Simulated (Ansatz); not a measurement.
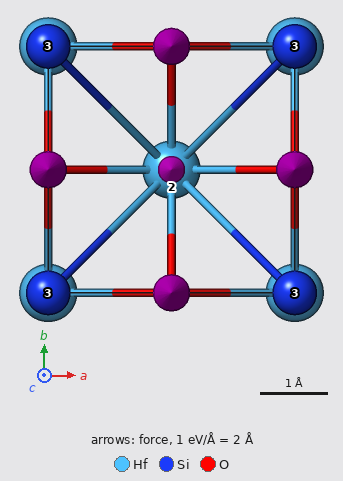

Starting geometry of a crystal of Hf$_{2}$SiO$_{6}$ (a generated structure, set up in I4/mmm) (coarse preliminary run) with the computed forces as purple arrows. Style: ball-and-stick. Shown: the conventional cell (2 times the calculation's cell), along the c axis. Lengths and directions refer to the drawn axes.

Method: DFT PBE, scalar-relativistic, plane waves, PAW (Ansatz).

Input file:
```yaml
crystal:
  lattice:
    - [-1.85800636, 1.85800636, 7.88285336]
    - [1.85800636, -1.85800636, 7.88285336]
    - [1.85800636, 1.85800636, -7.88285336]
  atoms:
    - { symbol: Hf, position: [0.66666667, 0.66666667, 0.0] }
    - { symbol: Hf, position: [0.33333333, 0.33333333, 0.0] }
    - { symbol: Si, position: [0.0, 0.0, 0.0] }
    - { symbol: O, position: [0.08333333, 0.58333333, 0.5] }
    - { symbol: O, position: [0.75, 0.25, 0.5] }
    - { symbol: O, position: [0.41666667, 0.91666667, 0.5] }
    - { symbol: O, position: [0.25, 0.75, 0.5] }
    - { symbol: O, position: [0.91666667, 0.41666667, 0.5] }
    - { symbol: O, position: [0.58333333, 0.08333333, 0.5] }
basis:
  ecutwfc: 420
kpoints:
  mp_grid: { grid: [6, 6, 6] }
hamiltonian:
  xc: pbe
scf:
  occupations: { method: gaussian, width: 0.1 }
  lower_state_search: "off"
output:
  forces: true
  stress: true
  eigenvalues: true
relax:
  adjacent_minimum: "off"
  f_tol: 0.04
  max_steps: 70
  cell: { stress_tol: 0.4 }
```

Command:
```bash
ansatz run input.yaml --threads 1 --pin off --max-ram 2560MiB --backend cpu --events-out ev --progress --plain --runs-dir out
```

Question: Is this structure relaxed? If not, where do the atoms go?

Answer: It isn't relaxed: the largest force vector, on O atoms, is 0.75 eV/Å. The atoms end up moving mostly along the starting forces (cosine between the two patterns 1.00). After 4 accepted moves (7 points after the start) the energy has fallen by 206 meV per atom. The largest force component goes from 0.75 to 0.0035 eV/Å. The pressure goes from −26.01 to 0.03 GPa. The line search rejected the trial step at point 2 of the run. At 2 points the geometry stayed and the basis and grid were re-selected for the new cell (energy shift of 3.9 meV per atom at most each time). The largest moves relative to the cell, 0.096 Å, are those of O4, O6, O8 and O9. O4 goes along −c. Largest moves by element: O 0.096 Å, Hf 0.042 Å. Si stays in place. The volume changes by −15.9 %, with a = b 3.716 → 3.499 Å (−5.8 %), c 15.766 → 14.959 Å (−5.1 %). Some distances before and after: Hf1–Si3 3.716 → 3.483 Å, Hf1–Hf1 3.716 → 3.499 Å, Hf1–O5 2.276 → 2.172 Å, Hf1–O4 2.276 → 2.180 Å. Bond angles that change, for instance: Hf1–O5–Hf1 109.5° → 107.3°. The space group stays I4/mmm (No. 139). Cost: 89 s on 1 thread of Intel(R) Xeon(R) Processor @ 2.70GHz, on a shared host, peak memory 0.5 GiB.
